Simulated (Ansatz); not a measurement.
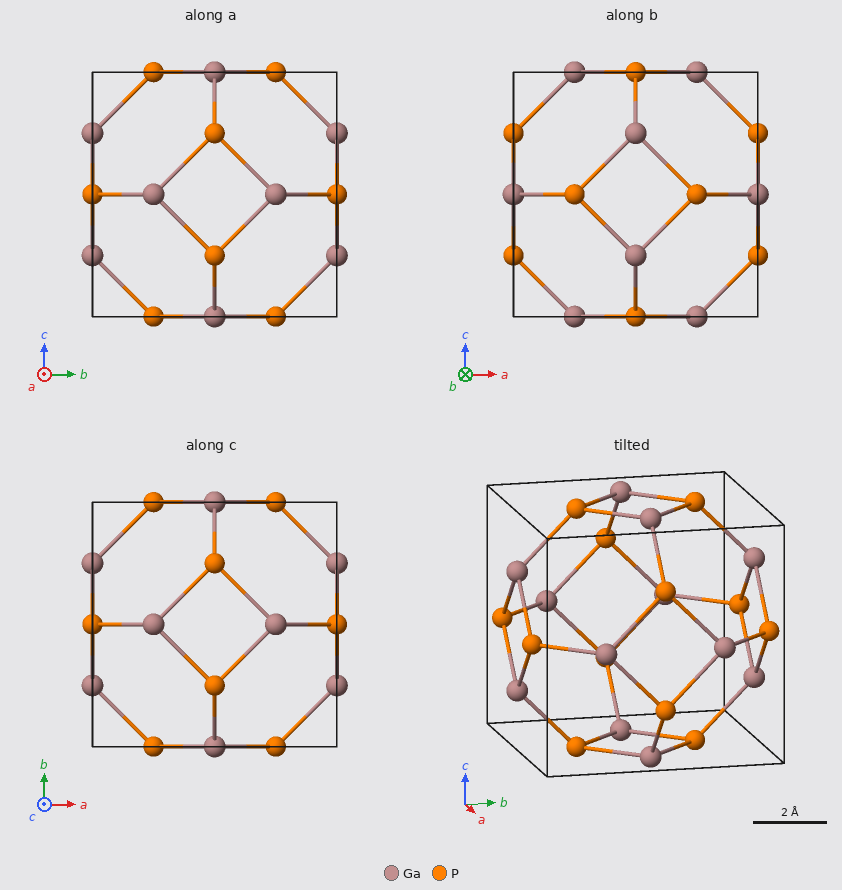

Ball-and-stick model, viewed along the a axis, along the b axis, along the c axis and slightly off an axis. The conventional unit cell is drawn as a box.

Lattice parameters: a = 6.7835 Å, b = 6.7835 Å, c = 6.7835 Å, α = 90.000°, β = 90.000°, γ = 90.000°.

### Put the structure into a CIF with its space group and independent sites.

```cif
data_structure
_symmetry_space_group_name_H-M 'P m -3 n'
_symmetry_Int_Tables_number 223
_cell_length_a 6.7835
_cell_length_b 6.7835
_cell_length_c 6.7835
_cell_angle_alpha 90.000
_cell_angle_beta 90.000
_cell_angle_gamma 90.000
_cell_volume 312.15
loop_
_atom_site_label
_atom_site_type_symbol
_atom_site_symmetry_multiplicity
_atom_site_Wyckoff_symbol
_atom_site_fract_x
_atom_site_fract_y
_atom_site_fract_z
_atom_site_occupancy
Ga1 Ga 6 d 0.7500 0.5000 0.0000 1
P1 P 6 c 0.5000 0.7500 0.0000 1
```

The cell started as a structure type filled with these elements by a generator (whether the compound takes this form wasn't checked). Earlier steps of the study may have refined or changed the cell and positions. A calculation with Ansatz used it as input.
